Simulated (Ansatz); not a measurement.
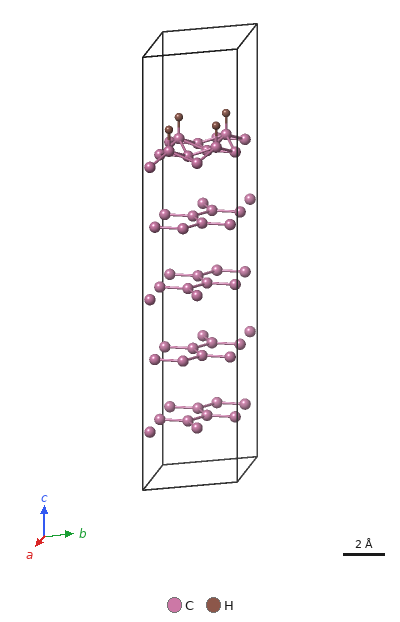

**Figure 1.** The starting structure (ball-and-stick view of the 2 × 2 repeat of the cell, with the vacuum cut short, seen slightly off an axis). An atom can appear more than once, as a periodic image. Near neighbours in the periodic cell (some may lie outside the picture): C has 3 C at 1.42 Å; C has 6 C at 1.42 to 1.52 Å; C has 6 C at 1.52 Å and 1 H at 1.10 Å; H has 1 C at 1.10 Å.

**Geometry relaxation of C11H (part 1 of 3)**

C11H (slab, 12 atoms in the cell), computed with DFT PBE+D3(BJ), scalar-relativistic, plane waves, PAW, no spin polarisation (Ansatz 0.2.0).

The structure derives from a Materials Project entry. The input holds or restrains some coordinates. Forces given for the steps count only the free coordinates. It belongs to a series of runs on one base structure; here: CH put at a hollow C-C site.

The input
```yaml
crystal:
  lattice:
    - [2.4655379961, 0.0, 0.0]
    - [-1.2327689981, 2.1341461166, 0.0]
    - [0.0, 0.0, 33.6979673684]
  atoms:
    - { symbol: C, position: [0.0833101797, 0.1666203594, 0.2522407333] }
    - { symbol: C, position: [0.4166898203, 0.8333796406, 0.2522407333] }
    - { symbol: C, position: [0.5833101797, 0.1666203594, 0.3531231674] }
    - { symbol: C, position: [0.9166898203, 0.8333796406, 0.3531231674] }
    - { symbol: C, position: [0.0833101797, 0.1666203594, 0.4540031604] }
    - { symbol: C, position: [0.4166898203, 0.8333796406, 0.4540031604] }
    - { symbol: C, position: [0.5833101797, 0.1666203594, 0.5548855944] }
    - { symbol: C, position: [0.9166898203, 0.8333796406, 0.5548855944] }
    - { symbol: C, position: [0.0833101797, 0.1666203594, 0.6557655875] }
    - { symbol: C, position: [0.4166898203, 0.8333796406, 0.6557655875] }
    - { symbol: C, position: [0.75, 0.5, 0.6717902929] }
    - { symbol: H, position: [0.75, 0.5, 0.7044332114] }
basis:
  ecutwfc: 420
kpoints:
  mp_grid: { grid: [12, 12, 1] }
hamiltonian:
  xc: pbe
  dispersion: d3bj
scf:
  occupations: { method: gaussian, width: 0.1 }
output:
  forces: true
  eigenvalues: true
  write_density: true
  write_potential: true
  elf: true
  volumetric_format: npy
relax:
  adjacent_minimum: "off"
  f_tol: 0.03
  max_steps: 70
  constraints: [{ sites: [0, 1, 2, 3] }]
efield:
  axis: 3
  dipole_correction: true
  ramp_width: 0.04
```

Run on 1 thread of Intel Xeon @ 2.50GHz (Skylake/Cascade Lake), 189 GiB of memory available, shared host.

Launch command:
```bash
ansatz run input.yaml --threads 1 --pin off --max-ram 2560MiB --backend cpu --events-out ev --progress --plain --runs-dir out
```

Output
```
Engine: ansatz 0.2.0, x86_64-unknown-linux-gnu
Pseudopotentials: kind: paw
Pseudopotential: C, paw, valence charge 4, recommended cutoff 420 eV (normal), C.paw.azcp
Pseudopotential: H, paw, valence charge 1, recommended cutoff 420 eV (normal), H.paw.azcp
Functional definition: PBE
  parameter kappa = 0.804
  parameter beta = 0.06672455060314922
  exchange = pbe_x(kappa = kappa, mu = beta*pi^2/3)
  correlation = pbe_c(beta = beta)
Crystal: 12 atoms, lattice volume = 177.313 Å³
Basis set: ecut = 420 eV, 3347 PW (Γ), exchange–correlation on 36×36×480 points (8 copies of the dense FFT grid, shifted against one another)
Bands: 35, of which v1, the nominal top of the filled ones, is band 23 counted from 1 (22 counted from 0)
Symmetry: 4 space group operations
Space group: Cmm2 (ITA 35), of the structure as read, at distance tolerance 5.6e-5 Å
k-points: 43 of 144
Non-local potential: C, projectors of the file, l = 0: 2, l = 1: 2, l = 2: 1
Non-local potential: H, projectors of the file, l = 0: 2, l = 1: 1
PAW form: soft (Blöchl's): semilocal exchange-correlation on the pseudo side does not see the compensation charge
PAW one-centre angular grid: C, 110 points (default); XC on 64 Gauss nodes
PAW one-centre angular grid: H, 110 points (default); XC on 64 Gauss nodes
Initial density: superposition of atomic densities (neutral atoms: chi_scale 0, normalization atom), corrected by the library's trained network
Initial wavefunctions: pseudopotential atomic-orbital guess
Functional: x = pbe(κ = 0.804, μ = 0.2195149727645171), c = pbe(β = 0.06672455060314922)
SCF iter   1: F=—  HF=-2764.664185 eV  |F-HF|=—  |Δ(HF+E_count)|=         —  Δρ=3.07e-2  dr2=4.28e1  ethr=1.77e-3  p=0.096 e·Å  D=9.81e-2 V/Å  ΔV_dip=-3.30 eV  dr2_dipole=2.16e1  V_vac-E_F(+/−)=2.91/6.22 eV  ⟨swp⟩=12.2  Hψ=10394  notcnv=0  defer=57
efield: sawtooth ramp at fractional position 0.9583 (placed from the atoms, in the widest stretch of the axis that holds none; the zero of the levels goes with the place), width 0.0400; the density the first Hamiltonian is built on has a dipole p = 0.096 e·Å; the dipole correction subtracts the counter field D = 9.81e-2 V/Å, which shifts the + side's vacuum level by -3.30 eV against the − side's; the planar-averaged density in the ramp window peaks in size at 6.3e-5 e/Å³
preconditioner: auto → LDOS  [insulator: Δε(μ)=0.137 eV  Ē_g=15.117 eV  σ=0.100 eV  W_gap=0.61  n_scr=22 (ndim 8)  ℏωp=18.4 eV  f_vac=0.465  D(μ)=1.24/eV (n_scr^D=12)  ε∞_Penn≈2.5  β→1.0]
SCF iter   2: F=—  HF=-2940.415498 eV  |F-HF|=—  |Δ(HF+E_count)|=    1.76e2  Δρ=3.05e-1  dr2=9.62e3  ethr=1.77e-3  p=-0.721 e·Å  D=-7.36e-1 V/Å  ΔV_dip=24.79 eV  dr2_dipole=7.84e3  V_vac-E_F(+/−)=20.82/-3.97 eV  ⟨swp⟩=17.1  Hψ=12409  notcnv=0  defer=317  recentre
SCF iter   3: F=—  HF=-2764.030892 eV  |F-HF|=—  |Δ(HF+E_count)|=    1.76e2  Δρ=2.17e-2  dr2=2.55e1  ethr=1.77e-3  p=0.113 e·Å  D=1.16e-1 V/Å  ΔV_dip=-3.89 eV  dr2_dipole=1.35e1  V_vac-E_F(+/−)=2.21/6.11 eV  ⟨swp⟩=8.1  Hψ=8050  notcnv=0  defer=211
SCF iter   4: F=—  HF=-2763.430073 eV  |F-HF|=—  |Δ(HF+E_count)|=   6.01e-1  Δρ=6.43e-3  dr2=5.28e-1  ethr=1.77e-3  p=0.163 e·Å  D=1.66e-1 V/Å  ΔV_dip=-5.61 eV  dr2_dipole=3.46e-1  V_vac-E_F(+/−)=1.65/7.26 eV  ⟨swp⟩=3.4  Hψ=2473  notcnv=0  defer=261
SCF iter   5: F=—  HF=-2763.396324 eV  |F-HF|=—  |Δ(HF+E_count)|=   3.37e-2  Δρ=4.20e-3  dr2=1.46e-1  ethr=1.17e-3  p=0.149 e·Å  D=1.52e-1 V/Å  ΔV_dip=-5.11 eV  dr2_dipole=1.58e-1  V_vac-E_F(+/−)=1.35/6.46 eV  ⟨swp⟩=2.5  Hψ=2091  notcnv=0  defer=253
SCF iter   6: F=—  HF=-2763.391708 eV  |F-HF|=—  |Δ(HF+E_count)|=   4.62e-3  Δρ=2.18e-3  dr2=4.10e-2  ethr=3.26e-4  p=0.121 e·Å  D=1.23e-1 V/Å  ΔV_dip=-4.15 eV  dr2_dipole=6.12e-3  V_vac-E_F(+/−)=1.88/6.02 eV  ⟨swp⟩=3.4  Hψ=2467  notcnv=0  defer=251
SCF iter   7: F=—  HF=-2763.382962 eV  |F-HF|=—  |Δ(HF+E_count)|=   8.75e-3  Δρ=9.37e-4  dr2=1.22e-2  ethr=9.11e-5  p=0.110 e·Å  D=1.12e-1 V/Å  ΔV_dip=-3.77 eV  dr2_dipole=4.29e-3  V_vac-E_F(+/−)=1.69/5.45 eV  ⟨swp⟩=2.7  Hψ=2048  notcnv=0  defer=253
SCF iter   8: F=—  HF=-2763.380906 eV  |F-HF|=—  |Δ(HF+E_count)|=   2.06e-3  Δρ=5.63e-4  dr2=4.71e-3  ethr=2.71e-5  p=0.098 e·Å  D=1.00e-1 V/Å  ΔV_dip=-3.37 eV  dr2_dipole=1.61e-3  V_vac-E_F(+/−)=1.34/4.71 eV  ⟨swp⟩=3.1  Hψ=1915  notcnv=0  defer=255
SCF iter   9: F=—  HF=-2763.380183 eV  |F-HF|=—  |Δ(HF+E_count)|=   7.23e-4  Δρ=1.74e-4  dr2=3.60e-4  ethr=1.05e-5  p=0.091 e·Å  D=9.31e-2 V/Å  ΔV_dip=-3.14 eV  dr2_dipole=1.25e-4  V_vac-E_F(+/−)=1.25/4.39 eV  ⟨swp⟩=2.3  Hψ=1967  notcnv=0  defer=258
SCF iter  10: F=—  HF=-2763.380190 eV  |F-HF|=—  |Δ(HF+E_count)|=   7.32e-6  Δρ=9.32e-5  dr2=4.12e-5  ethr=8.00e-7  p=0.089 e·Å  D=9.06e-2 V/Å  ΔV_dip=-3.05 eV  dr2_dipole=3.57e-6  V_vac-E_F(+/−)=1.22/4.27 eV  ⟨swp⟩=2.1  Hψ=1901  notcnv=0  defer=257
SCF iter  11: F=-2763.380224 eV  HF=-2763.380229 eV  |F-HF|=5.33e-6  |Δ(HF+E_count)|=   3.85e-5  Δρ=2.94e-5  dr2=8.72e-6  ethr=5.00e-8  p=0.089 e·Å  D=9.09e-2 V/Å  ΔV_dip=-3.06 eV  dr2_dipole=1.05e-6  V_vac-E_F(+/−)=1.21/4.27 eV  ⟨swp⟩=34.6  Hψ=19330  notcnv=0
SCF 1 converged in 11 iterations: F = -2763.380224 eV  dr2 = 8.72e-6
  Residual-converged pass: ⟨swp⟩=1.0  Hψ=1677  notcnv=0  max |occ|·‖R‖ = 6.9e-9 eV (tolerance 1.0e-8 eV)  dr2=8.72e-6  dr2_onsite=2.09e-8  max |Δocc| = 1.6e-10
  greatest PAW one-centre occupation: 0.695 electrons in one spin orbital (limit 2), on the C atom at site 10 (counted from 0), in its partial waves of l = 0
relax step   1: F+E_penalty+E_count = -2763.38022350 eV  Δ(F+E_penalty+E_count) = +0.000e0 eV  max|allowed force component| = 1.104e1 eV/Å  Δτ_max = 0.0000 Å  (11 SCF iters, dr2 threshold 2.25e-5 eV, accepted)
Initial density: handed on by an earlier stage of this run
Initial wavefunctions: those handed on with the density
iter 1 solved again at ethr=1.58e-3 eV; its pass at ethr=3.10e-3 eV (dr2=7.09e-1 eV) is discarded
SCF iter   1: F=—  HF=-2764.662770 eV  |F-HF|=—  |Δ(HF+E_count)|=         —  Δρ=1.91e-2  dr2=7.19e-1  ethr=1.58e-3  p=0.089 e·Å  D=9.09e-2 V/Å  ΔV_dip=-3.06 eV  dr2_dipole=1.56e-2  V_vac-E_F(+/−)=1.16/4.22 eV  ⟨swp⟩=1.0  Hψ=6755  notcnv=0  defer=185
efield: sawtooth ramp at fractional position 0.9583 (handed on by an earlier solve), width 0.0400; the density the first Hamiltonian is built on has a dipole p = 0.089 e·Å; the dipole correction subtracts the counter field D = 9.09e-2 V/Å, which shifts the + side's vacuum level by -3.06 eV against the − side's; the planar-averaged density in the ramp window peaks in size at 4.0e-6 e/Å³
preconditioner: auto → LDOS  [insulator: Δε(μ)=0.120 eV  Ē_g=15.192 eV  σ=0.100 eV  W_gap=0.60  n_scr=22 (ndim 8)  ℏωp=18.6 eV  f_vac=0.467  D(μ)=0.55/eV (n_scr^D=8)  ε∞_Penn≈2.5  β→1.0]
SCF iter   2: F=—  HF=-2764.817107 eV  |F-HF|=—  |Δ(HF+E_count)|=   1.54e-1  Δρ=1.48e-2  dr2=2.10e0  ethr=1.58e-3  p=0.101 e·Å  D=1.03e-1 V/Å  ΔV_dip=-3.49 eV  dr2_dipole=2.91e-1  V_vac-E_F(+/−)=0.92/4.40 eV  ⟨swp⟩=3.3  Hψ=3164  notcnv=0  defer=185  recentre
SCF iter   3: F=—  HF=-2764.475764 eV  |F-HF|=—  |Δ(HF+E_count)|=   3.41e-1  Δρ=4.22e-3  dr2=2.46e-2  ethr=1.58e-3  p=0.078 e·Å  D=7.98e-2 V/Å  ΔV_dip=-2.69 eV  dr2_dipole=2.49e-3  V_vac-E_F(+/−)=1.57/4.26 eV  ⟨swp⟩=3.0  Hψ=3002  notcnv=0  defer=248
SCF iter   4: F=—  HF=-2764.471597 eV  |F-HF|=—  |Δ(HF+E_count)|=   4.17e-3  Δρ=5.19e-4  dr2=7.76e-4  ethr=5.46e-5  p=0.083 e·Å  D=8.43e-2 V/Å  ΔV_dip=-2.84 eV  dr2_dipole=1.31e-4  V_vac-E_F(+/−)=1.41/4.25 eV  ⟨swp⟩=2.0  Hψ=2289  notcnv=0  defer=265
SCF iter   5: F=—  HF=-2764.471652 eV  |F-HF|=—  |Δ(HF+E_count)|=   5.46e-5  Δρ=2.30e-4  dr2=6.21e-4  ethr=1.72e-6  p=0.086 e·Å  D=8.78e-2 V/Å  ΔV_dip=-2.96 eV  dr2_dipole=1.25e-7  V_vac-E_F(+/−)=1.32/4.28 eV  ⟨swp⟩=2.2  Hψ=2310  notcnv=0  defer=268
SCF iter   6: F=-2764.471526 eV  HF=-2764.471573 eV  |F-HF|=4.72e-5  |Δ(HF+E_count)|=   7.85e-5  Δρ=7.40e-5  dr2=6.51e-5  ethr=2.22e-7  p=0.086 e·Å  D=8.81e-2 V/Å  ΔV_dip=-2.97 eV  dr2_dipole=1.42e-5  V_vac-E_F(+/−)=1.29/4.26 eV  ⟨swp⟩=26.7  Hψ=17221  notcnv=0
SCF 2 converged in 6 iterations: F = -2764.471526 eV  dr2 = 6.51e-5
  greatest PAW one-centre occupation: 0.690 electrons in one spin orbital (limit 2), on the C atom at site 10 (counted from 0), in its partial waves of l = 0
relax step   2: F+E_penalty+E_count = -2764.47152626 eV  Δ(F+E_penalty+E_count) = -1.091e0 eV  max|allowed force component| = 9.739e0 eV/Å  Δτ_max = 0.1332 Å  (6 SCF iters, dr2 threshold 1.00e-4 eV, accepted)
[... from here on the SCF iterations and repeated set-up lines of each step are left out, up to the last step ...]
SCF 3 converged in 9 iterations: F = -2766.583226 eV  dr2 = 2.03e-5
relax step   3: F+E_penalty+E_count = -2766.58322625 eV  Δ(F+E_penalty+E_count) = -2.112e0 eV  max|allowed force component| = 5.918e0 eV/Å  Δτ_max = 0.1948 Å  (9 SCF iters, dr2 threshold 1.00e-4 eV, accepted)
SCF 4 converged in 8 iterations: F = -2768.238491 eV  dr2 = 6.08e-5
relax step   4: F+E_penalty+E_count = -2768.23849089 eV  Δ(F+E_penalty+E_count) = -1.655e0 eV  max|allowed force component| = 4.525e0 eV/Å  Δτ_max = 0.1914 Å  (8 SCF iters, dr2 threshold 1.00e-4 eV, accepted)
SCF 5 converged in 14 iterations: F = -2769.968761 eV  dr2 = 1.39e-6
relax step   5: F+E_penalty+E_count = -2769.96876092 eV  Δ(F+E_penalty+E_count) = -1.730e0 eV  max|allowed force component| = 2.945e0 eV/Å  Δτ_max = 0.1995 Å  (14 SCF iters, dr2 threshold 1.00e-4 eV, accepted)
SCF 6 converged in 11 iterations: F = -2771.761943 eV  dr2 = 9.82e-6
relax step   6: F+E_penalty+E_count = -2771.76194297 eV  Δ(F+E_penalty+E_count) = -1.793e0 eV  max|allowed force component| = 2.424e0 eV/Å  Δτ_max = 0.1994 Å  (11 SCF iters, dr2 threshold 1.00e-4 eV, accepted)
SCF 7 converged in 7 iterations: F = -2772.594770 eV  dr2 = 3.25e-5
relax step   7: F+E_penalty+E_count = -2772.59477041 eV  Δ(F+E_penalty+E_count) = -8.328e-1 eV  max|allowed force component| = 1.443e0 eV/Å  Δτ_max = 0.1982 Å  (7 SCF iters, dr2 threshold 1.00e-4 eV, accepted)
SCF 8 converged in 6 iterations: F = -2773.023895 eV  dr2 = 2.72e-5
relax step   8: F+E_penalty+E_count = -2773.02389541 eV  Δ(F+E_penalty+E_count) = -4.291e-1 eV  max|allowed force component| = 1.127e0 eV/Å  Δτ_max = 0.2000 Å  (6 SCF iters, dr2 threshold 1.00e-4 eV, accepted)
SCF 9 converged in 6 iterations: F = -2773.212584 eV  dr2 = 3.83e-5
relax step   9: F+E_penalty+E_count = -2773.21258353 eV  Δ(F+E_penalty+E_count) = -1.887e-1 eV  max|allowed force component| = 7.326e-1 eV/Å  Δτ_max = 0.2000 Å  (6 SCF iters, dr2 threshold 1.00e-4 eV, accepted)
SCF 10 converged in 6 iterations: F = -2773.305327 eV  dr2 = 1.19e-5
relax step  10: F+E_penalty+E_count = -2773.30532746 eV  Δ(F+E_penalty+E_count) = -9.274e-2 eV  max|allowed force component| = 1.972e-1 eV/Å  Δτ_max = 0.1919 Å  (6 SCF iters, dr2 threshold 1.00e-4 eV, accepted)
SCF 11 converged in 10 iterations: F = -2773.346740 eV  dr2 = 1.92e-9
relax step  11: F+E_penalty+E_count = -2773.34673976 eV  Δ(F+E_penalty+E_count) = -4.141e-2 eV  max|allowed force component| = 1.689e-1 eV/Å  Δτ_max = 0.2000 Å  (10 SCF iters, dr2 threshold 2.82e-6 eV, accepted)
SCF 12 converged in 10 iterations: F = -2773.370095 eV  dr2 = 2.24e-9
relax step  12: F+E_penalty+E_count = -2773.37009462 eV  Δ(F+E_penalty+E_count) = -2.335e-2 eV  max|allowed force component| = 6.196e-2 eV/Å  Δτ_max = 0.2000 Å  (10 SCF iters, dr2 threshold 2.07e-6 eV, accepted)
SCF 13 converged in 11 iterations: F = -2773.383713 eV  dr2 = 8.11e-11
relax step  13: F+E_penalty+E_count = -2773.38371336 eV  Δ(F+E_penalty+E_count) = -1.362e-2 eV  max|allowed force component| = 4.516e-2 eV/Å  Δτ_max = 0.1950 Å  (11 SCF iters, accepted)
SCF 14 converged in 11 iterations: F = -2773.391924 eV  dr2 = 1.83e-10
relax step  14: F+E_penalty+E_count = -2773.39192364 eV  Δ(F+E_penalty+E_count) = -8.210e-3 eV  max|allowed force component| = 8.164e-2 eV/Å  Δτ_max = 0.1946 Å  (11 SCF iters, accepted)
SCF 15 converged in 10 iterations: F = -2773.397134 eV  dr2 = 3.20e-9
```
